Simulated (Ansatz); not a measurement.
Zr11S25: geometry relaxation (part 1 of 3)

The run: geometry relaxation of Zr11S25 (defect cell, 36 atoms in the cell). Method and program: DFT PBE, scalar-relativistic, plane waves, PAW, no spin polarisation (Ansatz 0.2.0).

The structure derives from a Materials Project entry. It belongs to a series of runs on one base structure; here: S on a Zr site (a), charge +0, atoms relaxed at the host's cell.

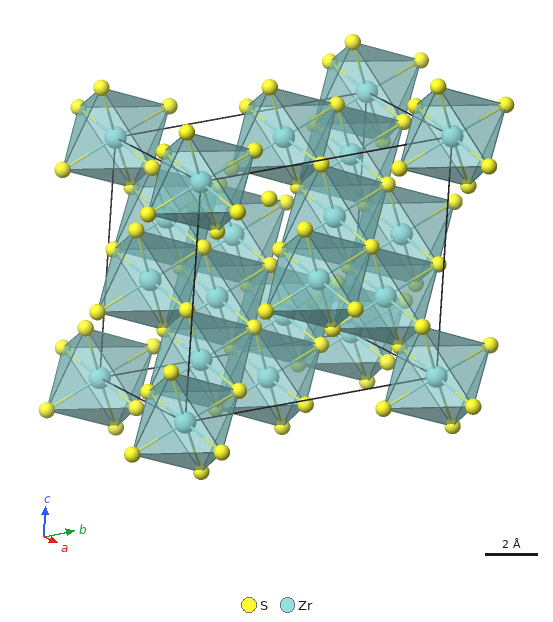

*The input geometry (polyhedral view of the cell of the calculation, seen slightly off an axis; polyhedra are completed across the faces of the cell). An atom can appear more than once, as a periodic image.*

Input
```yaml
crystal:
  lattice:
    - [-7.3704169265, 1.0e-10, -6.757906724]
    - [3.6852084633, 6.3829682948, -6.757906724]
    - [3.6852084632, -6.3829682949, -6.757906724]
  atoms:
    - { symbol: S, position: [0.8364342331, 0.3373693806, 0.8355141311] }
    - { symbol: Zr, position: [0.5, 1.0, 0.5] }
    - { symbol: Zr, position: [0.6666666667, 0.1666666667, 0.1666666667] }
    - { symbol: Zr, position: [0.1666666667, 0.1666666667, 0.6666666667] }
    - { symbol: Zr, position: [0.6666666667, 0.6666666667, 0.6666666667] }
    - { symbol: Zr, position: [0.3333333333, 0.3333333333, 0.3333333333] }
    - { symbol: Zr, position: [0.0, 0.0, 0.0] }
    - { symbol: Zr, position: [0.8333333333, 0.8333333333, 0.3333333333] }
    - { symbol: Zr, position: [0.5, 0.5, 0.0] }
    - { symbol: Zr, position: [0.3333333333, 0.8333333333, 0.8333333333] }
    - { symbol: Zr, position: [1.0, 0.5, 0.5] }
    - { symbol: Zr, position: [0.1666666667, 0.6666666667, 0.1666666667] }
    - { symbol: S, position: [0.404772146, 0.2381054793, 0.5714388127] }
    - { symbol: S, position: [0.0714388127, 0.904772146, 0.2381054793] }
    - { symbol: S, position: [0.2381054793, 0.0714388127, 0.904772146] }
    - { symbol: S, position: [0.7381054793, 0.0714388127, 0.404772146] }
    - { symbol: S, position: [0.2381054793, 0.5714388127, 0.404772146] }
    - { symbol: S, position: [0.9058786046, 0.2420439179, 0.0670046883] }
    - { symbol: S, position: [0.5714388127, 0.904772146, 0.7381054793] }
    - { symbol: S, position: [0.404772146, 0.7381054793, 0.0714388127] }
    - { symbol: S, position: [0.0650163524, 0.4082078183, 0.7366374794] }
    - { symbol: S, position: [0.904772146, 0.7381054793, 0.5714388127] }
    - { symbol: S, position: [0.5714388127, 0.404772146, 0.2381054793] }
    - { symbol: S, position: [0.7384656506, 0.5737427601, 0.9153556038] }
    - { symbol: S, position: [0.7625754617, 0.4220696206, 0.594370398] }
    - { symbol: S, position: [0.4285611873, 0.095227854, 0.2618945207] }
    - { symbol: S, position: [0.5898947237, 0.2657878925, 0.9300255508] }
    - { symbol: S, position: [0.095227854, 0.2618945207, 0.4285611873] }
    - { symbol: S, position: [0.595227854, 0.7618945207, 0.4285611873] }
    - { symbol: S, position: [0.2618945207, 0.4285611873, 0.095227854] }
    - { symbol: S, position: [0.9357111146, 0.100747251, 0.7627554379] }
    - { symbol: S, position: [0.7618945207, 0.9285611873, 0.095227854] }
    - { symbol: S, position: [0.4285611873, 0.595227854, 0.7618945207] }
    - { symbol: S, position: [0.2618945207, 0.9285611873, 0.595227854] }
    - { symbol: S, position: [0.9285611873, 0.595227854, 0.2618945207] }
    - { symbol: S, position: [0.095227854, 0.7618945207, 0.9285611873] }
  host:
    lattice:
      - [3.6852084633, 0.0, 0.0]
      - [-1.8426042316, 3.1914841474, 0.0]
      - [0.0, 0.0, 6.757906724]
    atoms:
      - { symbol: Zr, position: [0.0, 0.0, 0.0] }
      - { symbol: S, position: [0.6666666667, 0.3333333333, 0.785683562] }
      - { symbol: S, position: [0.3333333333, 0.6666666667, 0.214316438] }
basis:
  ecutwfc: 420
  xc_grid: 2
kpoints:
  mp_grid: { grid: [2, 2, 2], shift: [0.5, 0.5, 0.5] }
hamiltonian:
  xc: pbe
scf:
  occupations: { method: gaussian, width: 0.01 }
output:
  forces: true
  stress: false
  eigenvalues: true
  charged_corrections:
    defect_position: [0.83333333, 0.33333333, 0.83333333]
    epsilon: [[53.0181, 0.0, 0.0], [0.0, 53.0181, 0.0], [0.0, 0.0, 3.7274]]
  write_density: true
  write_potential: true
  elf: true
  volumetric_format: npy
relax:
  adjacent_minimum: "off"
  f_tol: 0.025
  max_steps: 45
```

Machine: 4 threads of Intel Xeon @ 2.50GHz (Skylake/Cascade Lake), 189 GiB of memory available, shared host.

Launched with:
```bash
ansatz run input.yaml --threads 4 --pin off --max-ram 10240MiB --backend cpu --events-out ev --progress --plain --runs-dir out
```

What the program printed
```
Engine: ansatz 0.2.0, x86_64-unknown-linux-gnu
Pseudopotentials: kind: paw
Pseudopotential: S, paw, valence charge 6, recommended cutoff 420 eV (normal), S.paw.azcp
Pseudopotential: Zr, paw, valence charge 12, recommended cutoff 420 eV (normal), Zr.paw.azcp
Functional definition: PBE
  parameter kappa = 0.804
  parameter beta = 0.06672455060314922
  exchange = pbe_x(kappa = kappa, mu = beta*pi^2/3)
  correlation = pbe_c(beta = beta)
Crystal: 36 atoms, lattice volume = 953.780 Å³
Basis set: ecut = 420 eV, 18641 PW (Γ), exchange–correlation on 144×144×144 points (8 copies of the dense FFT grid, shifted against one another)
Bands: 177, of which v1, the nominal top of the filled ones, is band 141 counted from 1 (140 counted from 0)
Symmetry: 1 space group operations
Space group: P1 (ITA 1), of the structure as read, at distance tolerance 9.8e-5 Å
k-points: 4 of 8 (time reversal used)
Non-local potential: S, projectors of the file, l = 0: 2, l = 1: 2, l = 2: 2
Non-local potential: Zr, projectors of the file, l = 0: 3, l = 1: 2, l = 2: 2, l = 3: 2
PAW form: soft (Blöchl's): semilocal exchange-correlation on the pseudo side does not see the compensation charge
PAW one-centre angular grid: S, 110 points (default); XC on 64 Gauss nodes
PAW one-centre angular grid: Zr, 590 points (default); XC on 64 Gauss nodes
Initial density: superposition of atomic densities (neutral atoms: chi_scale 0, normalization atom), corrected by the library's trained network
Initial wavefunctions: pseudopotential atomic-orbital guess
Functional: x = pbe(κ = 0.804, μ = 0.2195149727645171), c = pbe(β = 0.06672455060314922)
SCF iter   1: F=—  HF=-68622.963608 eV  |F-HF|=—  |Δ(HF+E_count)|=         —  Δρ=2.20e-3  dr2=9.45e-2  ethr=1.77e-3  ⟨swp⟩=6.0  Hψ=2790  notcnv=0
preconditioner: auto → Resta (q_TF=auto, 2.227 Å⁻¹)  ε∞=6.4  [insulator: Δε(μ)=1.184 eV  Ē_g=7.192 eV  σ=0.010 eV  W_gap=1.00  n_scr=190 (ndim 8)  ℏωp=16.7 eV  f_vac=0.146  D(μ)=0.00/eV (n_scr^D=0)  ε∞_Penn≈6.4]
SCF iter   2: F=—  HF=-68622.944530 eV  |F-HF|=—  |Δ(HF+E_count)|=   1.91e-2  Δρ=1.14e-3  dr2=1.48e-2  ethr=3.35e-5  ⟨swp⟩=2.8  Hψ=1412  notcnv=0  defer=112
SCF iter   3: F=—  HF=-68622.945370 eV  |F-HF|=—  |Δ(HF+E_count)|=   8.40e-4  Δρ=4.49e-4  dr2=4.11e-3  ethr=5.25e-6  ⟨swp⟩=2.0  Hψ=922  notcnv=0  defer=112
SCF iter   4: F=—  HF=-68622.945507 eV  |F-HF|=—  |Δ(HF+E_count)|=   1.37e-4  Δρ=1.33e-4  dr2=3.85e-4  ethr=1.46e-6  ⟨swp⟩=2.0  Hψ=1015  notcnv=0  defer=112
SCF iter   5: F=—  HF=-68622.945666 eV  |F-HF|=—  |Δ(HF+E_count)|=   1.59e-4  Δρ=6.34e-5  dr2=8.60e-5  ethr=1.36e-7  ⟨swp⟩=2.0  Hψ=936  notcnv=0  defer=112
SCF iter   6: F=—  HF=-68622.945701 eV  |F-HF|=—  |Δ(HF+E_count)|=   3.44e-5  Δρ=2.61e-5  dr2=1.80e-5  ethr=3.05e-8  ⟨swp⟩=2.0  Hψ=944  notcnv=0  defer=112
SCF iter   7: F=-68622.945707 eV  HF=-68622.945706 eV  |F-HF|=8.88e-7  |Δ(HF+E_count)|=   5.29e-6  Δρ=9.83e-6  dr2=1.84e-6  ethr=5.54e-9  ⟨swp⟩=15.5  Hψ=6094  notcnv=0
SCF 1 converged in 7 iterations: F = -68622.945707 eV  dr2 = 1.84e-6
  greatest PAW one-centre occupation: 0.995 electrons in one spin orbital (limit 2), on the Zr atom at site 8 (counted from 0), in its partial waves of l = 0
relax step   1: F+E_penalty+E_count = -68622.94570671 eV  Δ(F+E_penalty+E_count) = +0.000e0 eV  max|allowed force component| = 9.101e-1 eV/Å  Δτ_max = 0.0000 Å  (7 SCF iters, dr2 threshold 1.56e-5 eV, accepted)
Initial density: handed on by an earlier stage of this run
Initial wavefunctions: those handed on with the density
iter 1 solved again at ethr=6.04e-5 eV; its pass at ethr=3.10e-3 eV (dr2=1.70e-1 eV) is discarded
SCF iter   1: F=—  HF=-68623.399240 eV  |F-HF|=—  |Δ(HF+E_count)|=         —  Δρ=3.90e-3  dr2=1.70e-1  ethr=6.04e-5  ⟨swp⟩=2.0  Hψ=2192  notcnv=0  defer=113
preconditioner: auto → Resta (q_TF=auto, 2.227 Å⁻¹)  ε∞=6.3  [insulator: Δε(μ)=1.269 eV  Ē_g=7.251 eV  σ=0.010 eV  W_gap=1.00  n_scr=190 (ndim 8)  ℏωp=16.7 eV  f_vac=0.150  D(μ)=0.00/eV (n_scr^D=0)  ε∞_Penn≈6.3]
SCF iter   2: F=—  HF=-68623.371047 eV  |F-HF|=—  |Δ(HF+E_count)|=   2.82e-2  Δρ=2.05e-3  dr2=3.08e-2  ethr=6.03e-5  ⟨swp⟩=3.0  Hψ=957  notcnv=0  defer=113
SCF iter   3: F=—  HF=-68623.368561 eV  |F-HF|=—  |Δ(HF+E_count)|=   2.49e-3  Δρ=6.00e-4  dr2=4.43e-3  ethr=1.09e-5  ⟨swp⟩=2.0  Hψ=1110  notcnv=0  defer=113
SCF iter   4: F=—  HF=-68623.368409 eV  |F-HF|=—  |Δ(HF+E_count)|=   1.52e-4  Δρ=1.34e-4  dr2=2.45e-4  ethr=1.57e-6  ⟨swp⟩=2.0  Hψ=961  notcnv=0  defer=113
SCF iter   5: F=—  HF=-68623.368504 eV  |F-HF|=—  |Δ(HF+E_count)|=   9.46e-5  Δρ=5.26e-5  dr2=6.50e-5  ethr=8.67e-8  ⟨swp⟩=2.0  Hψ=983  notcnv=0  defer=113
SCF iter   6: F=-68623.368518 eV  HF=-68623.368517 eV  |F-HF|=1.24e-6  |Δ(HF+E_count)|=   1.33e-5  Δρ=2.14e-5  dr2=1.09e-5  ethr=1.84e-8  ⟨swp⟩=18.0  Hψ=7224  notcnv=0
SCF 2 converged in 6 iterations: F = -68623.368518 eV  dr2 = 1.09e-5
[... from here on the iterations of each SCF are left out, up to the last one ...]
relax step   2: F+E_penalty+E_count = -68623.36851831 eV  Δ(F+E_penalty+E_count) = -4.228e-1 eV  max|allowed force component| = 4.131e-1 eV/Å  Δτ_max = 0.1948 Å  (6 SCF iters, dr2 threshold 5.18e-5 eV, accepted)
preconditioner: auto → Resta (q_TF=auto, 2.227 Å⁻¹)  ε∞=6.3  [insulator: Δε(μ)=1.276 eV  Ē_g=7.262 eV  σ=0.010 eV  W_gap=1.00  n_scr=190 (ndim 8)  ℏωp=16.7 eV  f_vac=0.151  D(μ)=0.00/eV (n_scr^D=0)  ε∞_Penn≈6.3]
SCF 3 converged in 6 iterations: F = -68623.425266 eV  dr2 = 3.12e-6
relax step   3: F+E_penalty+E_count = -68623.42526639 eV  Δ(F+E_penalty+E_count) = -5.675e-2 eV  max|allowed force component| = 2.646e-1 eV/Å  Δτ_max = 0.0884 Å  (6 SCF iters, dr2 threshold 1.07e-5 eV, accepted)
preconditioner: auto → Resta (q_TF=auto, 2.227 Å⁻¹)  ε∞=6.3  [insulator: Δε(μ)=1.315 eV  Ē_g=7.275 eV  σ=0.010 eV  W_gap=1.00  n_scr=190 (ndim 8)  ℏωp=16.7 eV  f_vac=0.152  D(μ)=0.00/eV (n_scr^D=0)  ε∞_Penn≈6.3]
SCF 4 converged in 5 iterations: F = -68623.452045 eV  dr2 = 7.66e-6
relax step   4: F+E_penalty+E_count = -68623.45204543 eV  Δ(F+E_penalty+E_count) = -2.678e-2 eV  max|allowed force component| = 1.310e-1 eV/Å  Δτ_max = 0.0426 Å  (5 SCF iters, dr2 threshold 1.44e-5 eV, accepted)
preconditioner: auto → Resta (q_TF=auto, 2.227 Å⁻¹)  ε∞=6.3  [insulator: Δε(μ)=1.325 eV  Ē_g=7.272 eV  σ=0.010 eV  W_gap=1.00  n_scr=190 (ndim 8)  ℏωp=16.7 eV  f_vac=0.151  D(μ)=0.00/eV (n_scr^D=0)  ε∞_Penn≈6.3]
SCF 5 converged in 6 iterations: F = -68623.469935 eV  dr2 = 1.38e-6
relax step   5: F+E_penalty+E_count = -68623.46993494 eV  Δ(F+E_penalty+E_count) = -1.789e-2 eV  max|allowed force component| = 3.247e-1 eV/Å  Δτ_max = 0.0368 Å  (6 SCF iters, dr2 threshold 4.21e-6 eV, accepted)
preconditioner: auto → Resta (q_TF=auto, 2.227 Å⁻¹)  ε∞=6.3  [insulator: Δε(μ)=1.320 eV  Ē_g=7.278 eV  σ=0.010 eV  W_gap=1.00  n_scr=190 (ndim 8)  ℏωp=16.7 eV  f_vac=0.151  D(μ)=0.00/eV (n_scr^D=0)  ε∞_Penn≈6.3]
SCF 6 converged in 5 iterations: F = -68623.485420 eV  dr2 = 6.11e-6
  Residual-converged pass: ⟨swp⟩=1.0  Hψ=724  notcnv=0  max |occ|·‖R‖ = 7.0e-9 eV (tolerance 1.0e-8 eV)  dr2=6.11e-6  dr2_onsite=5.93e-8  max |Δocc| = 0.0e0
relax step   6: F+E_penalty+E_count = -68623.48541998 eV  Δ(F+E_penalty+E_count) = -1.549e-2 eV  max|allowed force component| = 2.400e-1 eV/Å  Δτ_max = 0.0228 Å  (5 SCF iters, dr2 threshold 2.58e-5 eV, accepted)
preconditioner: auto → Resta (q_TF=auto, 2.227 Å⁻¹)  ε∞=6.3  [insulator: Δε(μ)=1.326 eV  Ē_g=7.289 eV  σ=0.010 eV  W_gap=1.00  n_scr=190 (ndim 8)  ℏωp=16.7 eV  f_vac=0.151  D(μ)=0.00/eV (n_scr^D=0)  ε∞_Penn≈6.3]
SCF 7 converged in 5 iterations: F = -68623.511698 eV  dr2 = 2.15e-5
relax step   7: F+E_penalty+E_count = -68623.51169835 eV  Δ(F+E_penalty+E_count) = -2.628e-2 eV  max|allowed force component| = 1.838e-1 eV/Å  Δτ_max = 0.0407 Å  (5 SCF iters, dr2 threshold 3.15e-5 eV, accepted)
preconditioner: auto → Resta (q_TF=auto, 2.227 Å⁻¹)  ε∞=6.2  [insulator: Δε(μ)=1.307 eV  Ē_g=7.365 eV  σ=0.010 eV  W_gap=1.00  n_scr=190 (ndim 8)  ℏωp=16.7 eV  f_vac=0.148  D(μ)=0.00/eV (n_scr^D=0)  ε∞_Penn≈6.2]
SCF 8 converged in 7 iterations: F = -68623.573375 eV  dr2 = 7.48e-6
relax step   8: F+E_penalty+E_count = -68623.57337510 eV  Δ(F+E_penalty+E_count) = -6.168e-2 eV  max|allowed force component| = 6.499e-1 eV/Å  Δτ_max = 0.1950 Å  (7 SCF iters, dr2 threshold 1.85e-5 eV, accepted)
preconditioner: auto → Resta (q_TF=auto, 2.227 Å⁻¹)  ε∞=6.2  [insulator: Δε(μ)=1.361 eV  Ē_g=7.328 eV  σ=0.010 eV  W_gap=1.00  n_scr=190 (ndim 8)  ℏωp=16.7 eV  f_vac=0.140  D(μ)=0.00/eV (n_scr^D=0)  ε∞_Penn≈6.2]
SCF 9 converged in 6 iterations: F = -68623.661680 eV  dr2 = 2.91e-5
relax step   9: F+E_penalty+E_count = -68623.66167953 eV  Δ(F+E_penalty+E_count) = -8.830e-2 eV  max|allowed force component| = 5.429e-1 eV/Å  Δτ_max = 0.2000 Å  (6 SCF iters, dr2 threshold 1.00e-4 eV, accepted)
preconditioner: auto → Resta (q_TF=auto, 2.227 Å⁻¹)  ε∞=6.3  [insulator: Δε(μ)=1.306 eV  Ē_g=7.290 eV  σ=0.010 eV  W_gap=1.00  n_scr=190 (ndim 8)  ℏωp=16.7 eV  f_vac=0.147  D(μ)=0.00/eV (n_scr^D=0)  ε∞_Penn≈6.3]
SCF 10 converged in 6 iterations: F = -68623.556446 eV  dr2 = 3.81e-5
relax step  10: F+E_penalty+E_count = -68623.55644609 eV  Δ(F+E_penalty+E_count) = +1.052e-1 eV  max|allowed force component| = 3.684e-1 eV/Å  Δτ_max = 0.1951 Å  (6 SCF iters, dr2 threshold 1.00e-4 eV, rejected (line search))
preconditioner: auto → Resta (q_TF=auto, 2.227 Å⁻¹)  ε∞=6.2  [insulator: Δε(μ)=1.378 eV  Ē_g=7.344 eV  σ=0.010 eV  W_gap=1.00  n_scr=190 (ndim 8)  ℏωp=16.7 eV  f_vac=0.143  D(μ)=0.00/eV (n_scr^D=0)  ε∞_Penn≈6.2]
SCF 11 converged in 9 iterations: F = -68623.730662 eV  dr2 = 9.40e-8
relax step  11: F+E_penalty+E_count = -68623.73066212 eV  Δ(F+E_penalty+E_count) = -6.898e-2 eV  max|allowed force component| = 6.704e-2 eV/Å  Δτ_max = 0.0663 Å  (9 SCF iters, accepted)
SCF iter   1: F=—  HF=-68623.739623 eV  |F-HF|=—  |Δ(HF+E_count)|=         —  Δρ=1.47e-3  dr2=1.82e-2  ethr=1.40e-4  ⟨swp⟩=3.0  Hψ=1359  notcnv=0  defer=115
preconditioner: auto → Resta (q_TF=auto, 2.227 Å⁻¹)  ε∞=6.2  [insulator: Δε(μ)=1.385 eV  Ē_g=7.328 eV  σ=0.010 eV  W_gap=1.00  n_scr=190 (ndim 8)  ℏωp=16.7 eV  f_vac=0.143  D(μ)=0.00/eV (n_scr^D=0)  ε∞_Penn≈6.2]
SCF iter   2: F=—  HF=-68623.736649 eV  |F-HF|=—  |Δ(HF+E_count)|=   2.97e-3  Δρ=7.04e-4  dr2=2.64e-3  ethr=6.44e-6  ⟨swp⟩=2.5  Hψ=1277  notcnv=0  defer=115
SCF iter   3: F=—  HF=-68623.736521 eV  |F-HF|=—  |Δ(HF+E_count)|=   1.27e-4  Δρ=1.75e-4  dr2=2.26e-4  ethr=9.36e-7  ⟨swp⟩=2.0  Hψ=1085  notcnv=0  defer=115
SCF iter   4: F=—  HF=-68623.736565 eV  |F-HF|=—  |Δ(HF+E_count)|=   4.41e-5  Δρ=4.73e-5  dr2=3.08e-5  ethr=8.03e-8  ⟨swp⟩=2.0  Hψ=899  notcnv=0  defer=115
SCF iter   5: F=—  HF=-68623.737836 eV  |F-HF|=—  |Δ(HF+E_count)|=   1.27e-3  Δρ=1.50e-5  dr2=4.57e-6  ethr=1.09e-8  ⟨swp⟩=2.0  Hψ=876  notcnv=0  defer=115
SCF iter   6: F=—  HF=-68623.737838 eV  |F-HF|=—  |Δ(HF+E_count)|=   1.02e-6  Δρ=5.74e-6  dr2=7.27e-7  ethr=1.62e-9  ⟨swp⟩=2.0  Hψ=968  notcnv=0  defer=115
SCF iter   7: F=—  HF=-68623.737838 eV  |F-HF|=—  |Δ(HF+E_count)|=   3.64e-7  Δρ=1.99e-6  dr2=1.04e-7  ethr=2.58e-10  ⟨swp⟩=2.0  Hψ=1080  notcnv=0  defer=115
SCF iter   8: F=-68623.737838 eV  HF=-68623.737838 eV  |F-HF|=6.40e-10  |Δ(HF+E_count)|=   5.78e-8  Δρ=9.27e-7  dr2=2.31e-8  ethr=3.55e-11  ⟨swp⟩=14.0  Hψ=5190  notcnv=0
SCF 12 converged in 8 iterations: F = -68623.737838 eV  dr2 = 2.31e-8
relax step  12: F+E_penalty+E_count = -68623.73783794 eV  Δ(F+E_penalty+E_count) = -7.176e-3 eV  max|allowed force component| = 1.199e-2 eV/Å  Δτ_max = 0.0360 Å  (8 SCF iters, accepted)
```

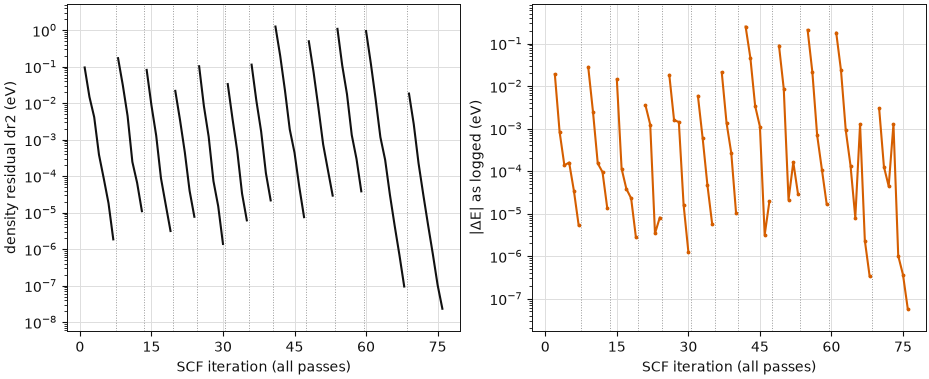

*Convergence of the self-consistent field: density residual dr2 and size of the energy change against the SCF iteration. The dotted lines part the SCF passes of the relaxation: geometry steps, rejected trials and re-solves on a re-selected basis.*

The 12 passes take 5 to 9 iterations each, 76 in all.
